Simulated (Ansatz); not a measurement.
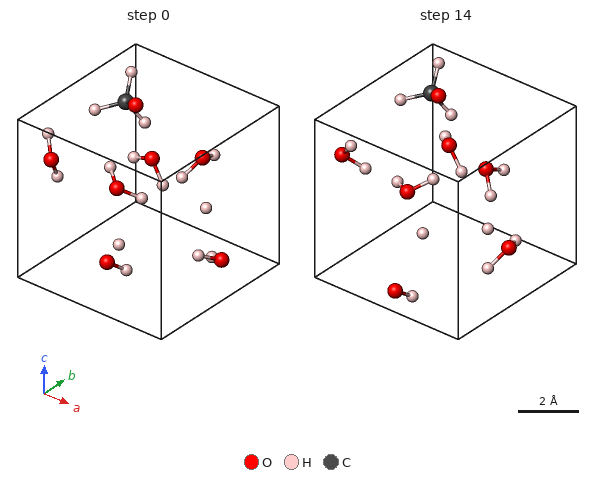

The structure of an amorphous cell of composition H$_{16}$CO$_{7}$ before (left) and after (right) a relaxation, at one scale.

Style: ball-and-stick. Shown: the cell of the calculation, from a free direction.

The cell holds 6 H2O + 1 CH3OH. The run prepares the start of a later molecular dynamics calculation, from a guessed geometry.

Computed with DFT PBE-D3(BJ), scalar-relativistic, plane waves, PAW (Ansatz 0.2.0). (plane-wave cutoff 420 eV; k-point mesh 1 × 1 × 1; occupations fermi dirac; smearing width 0.02 eV; no spin polarisation; atoms relaxed in a fixed cell; force threshold 0.3 eV/Å; at most 15 steps)

Summarise the run.

Answer. The relaxation stopped without meeting its thresholds, so the last structure isn't shown to be converged. It used up its limit of 15 steps. The atom that moves furthest is an O atom (1.19 Å along [1 −2 −1]). Largest moves by element: O 1.19 Å, H 1.09 Å, C 0.44 Å. The cell stays as it was. Some distances before and after: H–O 0.969 → 0.990 Å, C–O 1.423 → 1.436 Å, C–H 1.097 → 1.103 Å. Among the angles between lasting bonds that change: H–O–H 104.0° → 108.6°, H–O–H 104.0° → 99.6°, H–O–H 104.0° → 108.3°. Over 14 geometry steps the energy falls by 144 meV per atom. Largest force component: 1.6 eV/Å at the start, 0.41 eV/Å at the end. Cost: 42 s on 1 thread of Arm Neoverse N1, with other jobs on the host, peak memory 0.33 GiB.

Limits of the set-up: the periodic images lie only 6.3 Å apart, so the values are limited by the cell's size.
